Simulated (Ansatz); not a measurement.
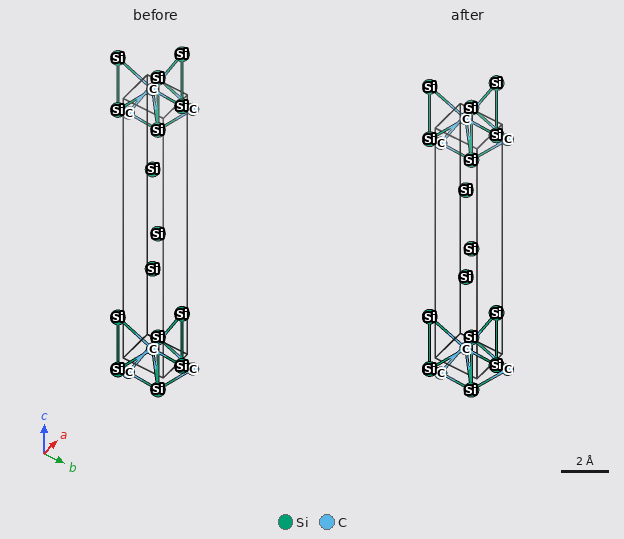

The structure of crystalline Si5C (a generated structure, set up in P-6m2) before (left) and after (right) a relaxation, at one scale.

The picture is a ball-and-stick view of the cell of the calculation, seen from a free direction.

Theory: Ansatz, DFT PBE, scalar-relativistic, plane waves, PAW. Set-up: plane-wave cutoff 420 eV; k-point mesh 18 × 18 × 4; occupations gaussian; smearing width 0.1 eV; no spin polarisation; cell and atoms relaxed; force threshold 0.01 eV/Å; at most 80 steps.

Summarise the run.

After 10 accepted moves (14 points after the start) the energy has fallen by 35.7 meV per atom. The largest force component goes from 0.073 to 0.00018 eV/Å. Pressure: 0.14 GPa at the start and 0.00 GPa at the end. The line search rejected the trial steps at points 6, 7 of the run. At 2 points the geometry stayed and the basis and grid were re-selected for the new cell (energy shift of 0.4 meV per atom at most each time). The largest moves relative to the cell, 0.14 Å, are those of Si atoms. C stays in place. Cell: a = b 2.771 → 2.890 Å (+4.3 %), c 12.060 → 10.681 Å (−11.4 %). Volume −3.7 %. Near-neighbour distances that change, for instance: C–Si 2.006 → 2.065 Å, Si–Si 2.421 → 2.433 Å. Bond angles that change, for instance: Si–C–Si 74.2° → 72.2°. The space group stays P-6m2 (No. 187).

Limits of the set-up: layers or molecules are held without a dispersion correction, so their spacing is unreliable.
